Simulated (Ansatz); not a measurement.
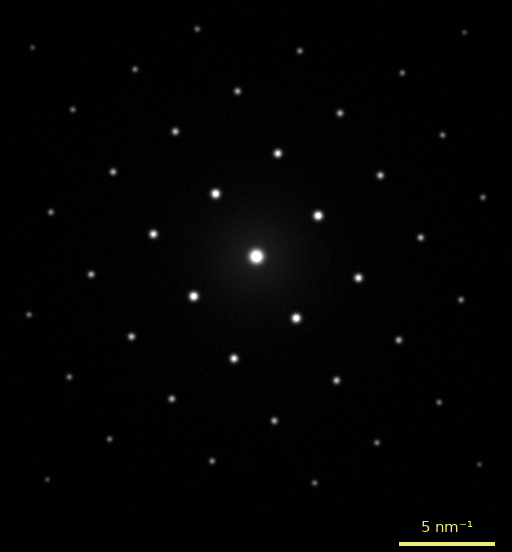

The pattern is a kinematic simulation for 300 kV electrons (no multiple scattering; isotropic B = 1 Å²).

Question: Describe the geometry of this pattern.

Answer: The spots form a square net with both shortest vectors at d = 2.56 Å, 90.0° apart.

Question: What is the point symmetry of the pattern, intensities included?

Answer: 4mm. A zero-layer kinematic pattern is always centrosymmetric (Friedel's law). A fourfold pattern needs a tetragonal or cubic crystal seen along a 4 or -4 axis.

Question: What was simulated?

Answer: This cannot be fixed from one zone alone; the pattern is [001] of Mo, space group Pm-3m (No. 221), a = 2.56 Å. The net vectors are 1 0 0 and 0 1 0. Structure: coordinates from a relaxation with DFT, LDA (PW92), plane waves (420 eV) with PAW, scalar-relativistic in Ansatz; the starting structure was generated, so it need not be a known form of this composition.
